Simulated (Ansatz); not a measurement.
## Geometry relaxation, with input and output: Mo (part 2 of 2)

The same run, continued: Mo (slab, 5 atoms in the cell); DFT, LDA, PAW with Ansatz's default frozen-core files, scalar-relativistic, no spin polarisation (Ansatz 0.2.0); cutoff 420 eV, 13×13×1 k-mesh, Fermi–Dirac smearing of 0.05 eV. It belongs to a series of runs on one base structure; here: atoms relaxed, PAW files.

Geometry of the input (Å; fractional positions):
```
2.6943  0.0000  0.0000
-0.8981  2.5402  0.0000
0.0000  0.0000  24.7996
Mo 0.0000  0.0000  0.3226
Mo 0.5000  0.5000  0.4113
Mo 0.0000  0.0000  0.5000
Mo 0.5000  0.5000  0.5887
Mo 0.0000  0.0000  0.6774
```

```
WARN: The output density's exchange-correlation potential varies sharply where the density is thin. Do not read a vacuum level from v_tot or v_xc, or from such a field of the output density. On a cell that repeats whose density bears no net charge and no dipole along the vacuum's axis use v_es (v_loc + v_h of the components); under efield.dipole_correction with no amplitude use v_es + v_field, which holds any external_charges[].barrier, or the levels of the report's work_function block, which leave it out; under a non-zero efield.amplitude the vacuum is tilted and has no level; on a cell that repeats and bears such a dipole with no correction it is tilted too, and efield.dipole_correction with no amplitude gives each side of its ramp a level where efield: is served; in a cell that repeats whose density bears a net charge (total_charge, or a fill off its count) it is curved and has none; of a slab under crystal.periodic whose density bears no net charge use v_es, which has a level on each side, short of where the two are joined; of another it falls or rises all the way out and has none; of a slab beside external_charges read slab_vacuum_level instead, which it has where they leave it neutral. The grid or the basis barely resolves most such structure, and the values can differ between equally converged runs; as a rule a tighter scf.convergence.dr2_threshold does not remove it. Where the density itself ripples (under the LDA too) a higher basis.ecutwfc lessens it. The files hold the spikes' plane waves up to the density's cutoff. Files: v_tot_of_output_density and the like, and their columns of v_z.tsv (output.write_potential); v_xc_of_output_density and the like, and their columns of v_comp_z.tsv (output.write_potential_components). Measured: with its Gaussian average of σ = 0.25 Å subtracted twice, the exchange-correlation potential is over 0.1 eV at 30 of the grid points where the equally averaged density (valence and model cores) is under 1e-3 e/Å³, and 0.159 eV at the most among them, at an averaged density of 2.3e-5 e/Å³. The input density's (outcome.potential() and, of a run that writes arrays, v_tot and v_xc) is over 0.1 eV, so measured, at 38 points of its own thin density, 0.162 eV at the most. See output.write_potential in the manual, Limitations
SCF converged after 3 iterations
Free energy (F): -24211.555059 eV
Harris-Foulkes:  -24211.555060 eV  (|F-HF|=7.70e-8)
Internal energy: -24211.520338 eV  (E = F + TS)
E sigma→0 (E₀):  -24211.537699 eV
Entropy (-TS):   -0.034722 eV (-6.944 meV/atom)
Fermi energy:    7.064319 eV
Dipole field:    D = -0.000000 V/Å  (p = -0.000000 e·Å, saw-weighted, corrected)
Work function:   Φ+ = 4.8149 eV   Φ− = 4.8149 eV
Levels:          The Fermi level and band energies are counted from a zero that moves with the ramp; work functions are not
--- Per-component energies (eV) ---
  E_band       = -1251.052245
  E_kinetic    = 2210.949744
  E_local      = -90324.773694  (includes V_loc(G=0)·N_el)
  E_nonlocal   = 742.323958
  E_hartree    = 44001.062033
  E_xc         = -911.585332
  E_vxc        = -1142.635431  (∫ρ·V_xc dr)
  E_paw        = -15448.352280  (= ΣΔE_a)
  E_vpaw       = -739.062612  (= ΣTr[D̂ρ^β])
  E_aug_tail   = 0.000158  (compensation charges beyond the density's cutoff)
  E_efield     = 0.000000  (sawtooth field / dipole correction)
  E_vefield    = 0.000000  (∫n·V_field dr)
  E_ewald      = 35516.490995
  E_core_change = 2.364081  (= ΣΔE_core)
  E_smearing   = -0.034722  (= −TS)
  E_closure    = 0.000000  (closes the sum)
  Σ components = -24211.555059   (vs F -24211.555059, Δ=0.00e0)
--- Forces (eV/Å), atoms counted from 1 ---
  atom   1  Mo    -0.00000000    -0.00000000     0.00193754
  atom   2  Mo    -0.00000000     0.00000000     0.00373236
  atom   3  Mo     0.00000000    -0.00000000     0.00000119
  atom   4  Mo     0.00000000    -0.00000000    -0.00373420
  atom   5  Mo    -0.00000000    -0.00000000    -0.00193669
  max |Σ_I F_I| component: 1.89e-7 eV/Å
--- Stress (GPa, compression-positive) ---
       -2.643485       0.079015       0.000000
        0.079015      -2.587613       0.000000
        0.000000       0.000000      -0.031666
  P = ⅓ Tr σ = -1.7543 GPa (-17.543 kbar)
--- Band table (eV; the first three rows and the last of 49) ---
  k-point 0: bands = ["-54.1333", "-54.0684", "-53.9266", "-53.7537", "-53.7458", "-28.8671", "-28.6030", "-28.0886", "-27.8493", "-27.7504", "-27.6067", "-27.5226", "-27.4235", "-27.4228", "-27.3871", "-27.3809", "-27.2737", "-27.2557", "-27.1643", "-27.1643", "-0.0090", "0.9178", "1.5242", "1.8962", "1.9255", "3.4759", "3.8120", "4.5322", "5.2227", "5.3786", "5.5132", "5.6664", "5.6932", "5.7982", "6.1336", "6.6459", "7.6000", "8.1497", "8.3320", "8.3933", "8.5243", "8.6024"]
  k-point 1: bands = ["-54.1207", "-54.0574", "-53.9189", "-53.7470", "-53.7398", "-28.8427", "-28.5950", "-28.1245", "-27.8804", "-27.7452", "-27.6901", "-27.4762", "-27.4604", "-27.4598", "-27.4257", "-27.4146", "-27.2971", "-27.2827", "-27.1946", "-27.1939", "0.1894", "1.1064", "1.7141", "2.0935", "2.1206", "3.5344", "3.8540", "4.5563", "5.1334", "5.2351", "5.4092", "5.4943", "5.7680", "5.7992", "6.1438", "6.8779", "7.2379", "7.8427", "8.0536", "8.1448", "8.4501", "8.4613"]
  k-point 2: bands = ["-54.0851", "-54.0268", "-53.8979", "-53.7287", "-53.7232", "-28.7739", "-28.5807", "-28.2329", "-27.9976", "-27.8406", "-27.7579", "-27.5795", "-27.5675", "-27.5059", "-27.4911", "-27.4339", "-27.4055", "-27.3516", "-27.2261", "-27.2182", "0.7284", "1.5788", "2.2076", "2.5687", "2.5857", "3.6787", "3.9384", "4.5885", "4.7540", "5.0117", "5.2110", "5.2979", "5.3459", "6.2023", "6.4971", "6.5276", "6.9566", "7.5419", "7.9504", "7.9871", "8.1945", "8.3952"]
  k-point 48: bands = ["-53.8331", "-53.7873", "-53.6811", "-53.5152", "-53.5126", "-28.9249", "-28.8233", "-28.6133", "-28.4238", "-28.4134", "-28.3770", "-28.3725", "-28.3102", "-28.2106", "-28.0526", "-27.8430", "-27.7892", "-27.7630", "-27.5105", "-27.3759", "1.4331", "1.5585", "1.7355", "1.9317", "2.3667", "2.4909", "2.7434", "3.7166", "3.8521", "4.6553", "5.7384", "6.5345", "7.5723", "7.7075", "8.0059", "8.5830", "8.8147", "8.8915", "9.5604", "10.3592", "10.5727", "11.0004"]
--- Relaxed structure (5 steps of the walk, 5 accepted, 0 SCFs on fresh bases) ---
  F+E_penalty+E_count = -24211.55505947 eV   max|allowed force component| = 3.734e-3 eV/Å
  atoms:
    - { symbol: Mo, position: [-1.2351823502277432e-33, 2.1380500940391947e-33, 0.32624453832711453] }
    - { symbol: Mo, position: [0.5, 0.5, 0.4108297544316026] }
    - { symbol: Mo, position: [2.6967136746821102e-34, -4.776494890938677e-34, 0.4999999979849853] }
    - { symbol: Mo, position: [0.5, 0.5, 0.5891702486684468] }
    - { symbol: Mo, position: [2.369967756469532e-34, -6.29284247536461e-34, 0.6737554605878505] }
```

## File rho_z.tsv
```
# z_ang	rho[e/angstrom^3]
# format = ansatz-planar-average/11
# lattice	2.694312579	-0.000000000	0.000000000
# lattice	-0.898104193	2.540222261	0.000000000
# lattice	0.000000000	0.000000000	24.799600000
# sites	5
# site	42	-0.000000000	0.000000000	8.090734053
# site	42	0.898104193	1.270111130	10.188413578
# site	42	0.000000000	-0.000000000	12.399799950
# site	42	0.898104193	1.270111130	14.611186499
# site	42	0.000000000	-0.000000000	16.708865920
0.000000	1.599437e-6
0.137776	-1.502451e-6
0.275551	1.311011e-6
0.413327	-9.609336e-7
0.551102	5.755826e-7
0.688878	-4.423071e-8
0.826653	-3.881193e-7
0.964429	9.354690e-7
1.102204	-1.212765e-6
1.239980	1.683747e-6
1.377756	-1.598361e-6
1.515531	1.939973e-6
1.653307	-1.308460e-6
1.791082	1.692905e-6
1.928858	-2.844703e-7
2.066633	1.117046e-6
2.204409	1.417275e-6
2.342184	7.413998e-7
2.479960	3.738860e-6
2.617736	1.344216e-6
2.755511	6.858801e-6
2.893287	4.176486e-6
3.031062	1.164142e-5
3.168838	1.113949e-5
3.306613	2.032275e-5
3.444389	2.565724e-5
3.582164	3.779145e-5
3.719940	5.416814e-5
3.857716	7.394473e-5
3.995491	1.096667e-4
4.133267	1.482157e-4
4.271042	2.179288e-4
4.408818	2.983642e-4
4.546593	4.305434e-4
4.684369	5.974315e-4
4.822144	8.476937e-4
4.959920	1.185214e-3
5.097696	1.662882e-3
5.235471	2.327438e-3
5.373247	3.239715e-3
5.511022	4.518515e-3
5.648798	6.252427e-3
5.786573	8.666316e-3
5.924349	1.192055e-2
6.062124	1.640045e-2
6.199900	2.243428e-2
6.337676	3.066800e-2
6.475451	4.182674e-2
6.613227	5.719448e-2
6.751002	7.875879e-2
6.888778	1.102058e-1
7.026553	1.589648e-1
7.164329	2.396511e-1
7.302104	3.823666e-1
7.439880	6.136738e-1
7.577656	9.185450e-1
7.715431	1.233467e0
7.853207	1.481743e0
7.990982	1.622228e0
8.128758	1.651477e0
8.266533	1.567693e0
8.404309	1.368154e0
8.542084	1.085187e0
8.679860	7.945588e-1
8.817636	5.697639e-1
8.955411	4.403093e-1
9.093187	3.918021e-1
9.230962	4.004537e-1
9.368738	4.727323e-1
9.506513	6.342914e-1
9.644289	8.854897e-1
9.782064	1.179421e0
9.919840	1.437468e0
10.057616	1.598999e0
10.195391	1.647587e0
10.333167	1.585053e0
10.470942	1.409925e0
10.608718	1.141328e0
10.746493	8.428999e-1
10.884269	5.918092e-1
11.022044	4.311291e-1
11.159820	3.551399e-1
11.297596	3.351253e-1
11.435371	3.570552e-1
11.573147	4.363751e-1
11.710922	6.017269e-1
11.848698	8.567293e-1
11.986473	1.156301e0
12.124249	1.422571e0
12.262024	1.593142e0
12.399800	1.649561e0
12.537576	1.593142e0
12.675351	1.422571e0
12.813127	1.156301e0
12.950902	8.567291e-1
13.088678	6.017267e-1
13.226453	4.363750e-1
13.364229	3.570551e-1
13.502004	3.351252e-1
13.639780	3.551399e-1
13.777556	4.311290e-1
13.915331	5.918091e-1
14.053107	8.428997e-1
14.190882	1.141328e0
14.328658	1.409925e0
14.466433	1.585052e0
14.604209	1.647587e0
14.741984	1.598999e0
14.879760	1.437468e0
15.017536	1.179421e0
15.155311	8.854898e-1
15.293087	6.342916e-1
15.430862	4.727324e-1
15.568638	4.004538e-1
15.706413	3.918021e-1
15.844189	4.403094e-1
15.981964	5.697639e-1
16.119740	7.945589e-1
16.257516	1.085187e0
16.395291	1.368154e0
16.533067	1.567693e0
16.670842	1.651477e0
16.808618	1.622228e0
16.946393	1.481743e0
17.084169	1.233467e0
17.221944	9.185450e-1
17.359720	6.136738e-1
17.497496	3.823666e-1
17.635271	2.396511e-1
17.773047	1.589648e-1
17.910822	1.102058e-1
18.048598	7.875879e-2
18.186373	5.719447e-2
18.324149	4.182674e-2
18.461924	3.066800e-2
18.599700	2.243428e-2
18.737476	1.640045e-2
18.875251	1.192055e-2
19.013027	8.666315e-3
19.150802	6.252426e-3
19.288578	4.518514e-3
19.426353	3.239714e-3
19.564129	2.327438e-3
19.701904	1.662881e-3
19.839680	1.185214e-3
19.977456	8.476935e-4
20.115231	5.974314e-4
20.253007	4.305433e-4
20.390782	2.983642e-4
20.528558	2.179288e-4
20.666333	1.482157e-4
20.804109	1.096667e-4
20.941884	7.394477e-5
21.079660	5.416816e-5
21.217436	3.779148e-5
21.355211	2.565726e-5
21.492987	2.032277e-5
21.630762	1.113951e-5
21.768538	1.164142e-5
21.906313	4.176494e-6
22.044089	6.858794e-6
22.181864	1.344220e-6
22.319640	3.738848e-6
22.457416	7.414023e-7
22.595191	1.417264e-6
22.732967	1.117047e-6
22.870742	-2.844784e-7
23.008518	1.692905e-6
23.146293	-1.308462e-6
23.284069	1.939971e-6
23.421844	-1.598358e-6
23.559620	1.683742e-6
23.697396	-1.212758e-6
23.835171	9.354633e-7
23.972947	-3.881121e-7
24.110722	-4.423714e-8
24.248498	5.755897e-7
24.386273	-9.609373e-7
24.524049	1.311015e-6
24.661824	-1.502453e-6
```

## Trajectory as extended XYZ (Å, eV, eV/Å), 5 frames, from step=1 to step=5
```
5
Lattice="2.6943 0.0000 0.0000 -0.8981 2.5402 0.0000 0.0000 0.0000 24.7996" Properties=species:S:1:pos:R:3:forces:R:3 step=1 energy=-24211.48293
Mo    0.0000    0.0000    8.0000    0.0000   0.0000   0.6598
Mo    0.8981    1.2701   10.1999    0.0000   0.0000  -0.6518
Mo    0.0000    0.0000   12.3998    0.0000   0.0000   0.0000
Mo    0.8981    1.2701   14.5997    0.0000   0.0000   0.6518
Mo    0.0000    0.0000   16.7996    0.0000   0.0000  -0.6598
5
Lattice="2.6943 0.0000 0.0000 -0.8981 2.5402 0.0000 0.0000 0.0000 24.7996" Properties=species:S:1:pos:R:3:forces:R:3 step=2 energy=-24211.48467
Mo    0.0000    0.0000    8.1878    0.0000   0.0000  -0.8074
Mo    0.8981    1.2701   10.1968    0.0000   0.0000   0.6413
Mo    0.0000    0.0000   12.3998    0.0000   0.0000   0.0000
Mo    0.8981    1.2701   14.6028    0.0000   0.0000  -0.6412
Mo    0.0000    0.0000   16.6118    0.0000   0.0000   0.8073
5
Lattice="2.6943 0.0000 0.0000 -0.8981 2.5402 0.0000 0.0000 0.0000 24.7996" Properties=species:S:1:pos:R:3:forces:R:3 step=3 energy=-24211.55351
Mo    0.0000    0.0000    8.0936    0.0000   0.0000  -0.0828
Mo    0.8981    1.2701   10.1797    0.0000   0.0000   0.1492
Mo    0.0000    0.0000   12.3998    0.0000   0.0000   0.0000
Mo    0.8981    1.2701   14.6199    0.0000   0.0000  -0.1492
Mo    0.0000    0.0000   16.7060    0.0000   0.0000   0.0828
5
Lattice="2.6943 0.0000 0.0000 -0.8981 2.5402 0.0000 0.0000 0.0000 24.7996" Properties=species:S:1:pos:R:3:forces:R:3 step=4 energy=-24211.55506
Mo    0.0000    0.0000    8.0907    0.0000   0.0000   0.0018
Mo    0.8981    1.2701   10.1884    0.0000   0.0000   0.0041
Mo    0.0000    0.0000   12.3998    0.0000   0.0000   0.0000
Mo    0.8981    1.2701   14.6112    0.0000   0.0000  -0.0041
Mo    0.0000    0.0000   16.7089    0.0000   0.0000  -0.0018
5
Lattice="2.6943 0.0000 0.0000 -0.8981 2.5402 0.0000 0.0000 0.0000 24.7996" Properties=species:S:1:pos:R:3:forces:R:3 step=5 energy=-24211.55506
Mo    0.0000    0.0000    8.0907    0.0000   0.0000   0.0019
Mo    0.8981    1.2701   10.1884    0.0000   0.0000   0.0037
Mo    0.0000    0.0000   12.3998    0.0000   0.0000   0.0000
Mo    0.8981    1.2701   14.6112    0.0000   0.0000  -0.0037
Mo    0.0000    0.0000   16.7089    0.0000   0.0000  -0.0019
```

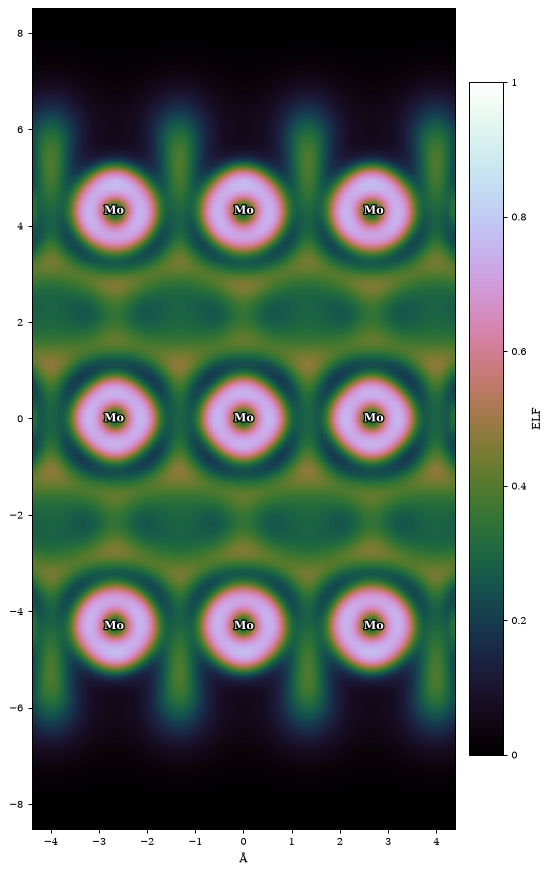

Figure 1. ELF on the (100) plane of the calculation cell, a cut from vacuum to vacuum. The section cuts through Mo sites. Mo–Mo (2.69 Å): the ELF is about 0.30 at the midpoint; no localised pair between them. The strong features right at Mo lie inside the PAW spheres (semicore, d or f shells) and say nothing about bonding. The fields are those of the smooth PAW valence density.

## Results in brief

```json
{"quantity": "outcome", "value": "converged"}
{"quantity": "electrons treated", "value": "70"}
{"quantity": "free energy", "value": "−24211.5551 eV"}
{"quantity": "Fermi energy", "value": "7.064 eV"}
{"quantity": "final volume", "value": "169.73 Å³"}
{"quantity": "largest force (length of the vector) at the end", "value": "0.004 eV/Å"}
{"quantity": "wall time", "value": "2 min (CPU time 3.9 min)"}
{"quantity": "peak memory", "value": "0.54 GiB"}
```

## Remarks

The program warns: the SCF threshold is looser than advised for the printed stress; the exchange-correlation potential is rough where the density is thin.
